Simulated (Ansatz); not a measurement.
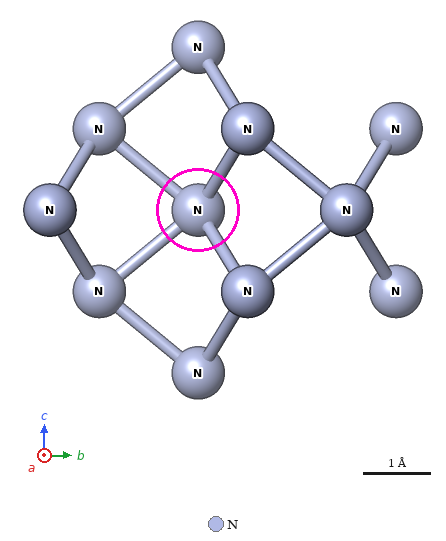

Perfect N. Style: ball-and-stick. Shown: the atoms within 3.3 Å of one point, in a slice 5.0 Å thick across the line of sight, along the a axis.

All numbers below come from DFT PBE, scalar-relativistic, plane waves, PAW in Ansatz. Set-up: plane-wave cutoff 420 eV; k-point mesh 7 × 7 × 6; occupations gaussian; smearing width 0.1 eV; mesh shifted by (0, 0, 0.5); collinear spin. The cell is small and the k-mesh coarse, so the numbers are rough. The axes drawn are those of the host's conventional cell.

A nitrogen atom is replaced by vanadium at the ringed place, in charge state 0. The supercell has 12 sites, and the atoms are relaxed at the host's cell.

### Predict the relaxed surroundings of the defect.

In the host the N atom has 6 N at 1.93 Å; the V atom ends with 6 N at 2.00 Å. Of the host's atoms, a nitrogen atom moves furthest from its site, by 0.09 Å. Relaxing the atoms from the host's sites lowers the energy by 0.22 eV. At a tolerance of 0.02 Å the relaxed supercell has space group P-62m.

The relaxed defect, seen from the same direction:

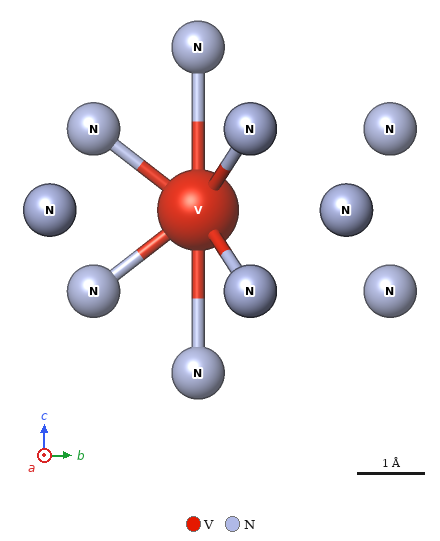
